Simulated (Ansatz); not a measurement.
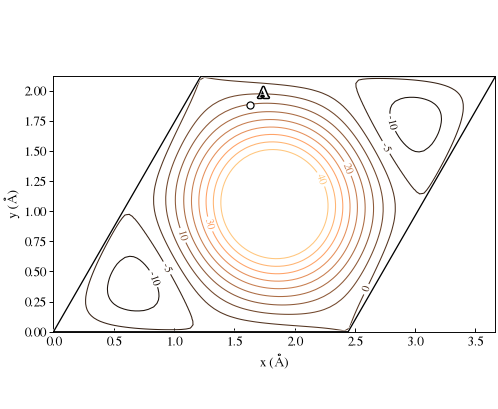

C (Fmmm, No. 69; 8 atoms in the cell). Gamma surface: rigid slide across a plane, one fault a cell; the plane is (0 0 1) of the conventional cell. Places are given modulo a cell vector. The map is drawn in real space over the plane of the slide. Nothing is relaxed (rigid halves, spacing across the cut fixed). Grid: 9 × 9 points; 26 points were computed and 55 follow by symmetry. Energies: mJ/m², counted from the perfect crystal. These are results of DFT LDA, scalar-relativistic, plane waves, PAW (Ansatz 0.2.0), not measurements. Settings: cutoff 520 eV, k-mesh 15×15×3 in the order of the run's cell vectors, gaussian smearing 0.03 eV, no spin polarisation.

Drawn: contour lines labelled in mJ/m² (none above 40), the outline of one cell of the plane, the point A. Between grid points the surface is interpolated.

Question: Is A at rest? If not, where is it pushed?

Answer: A, at (2/9, 8/9) of the cell vectors, is not a stationary point. The computed force is 0.021 eV/Å in the plane, pointing up in the picture (components −0.003 and 0.020 eV/Å, for the cell of 5.18 Å², or 64 mJ/m² for each Å).

PAW datasets: the set soft_1.
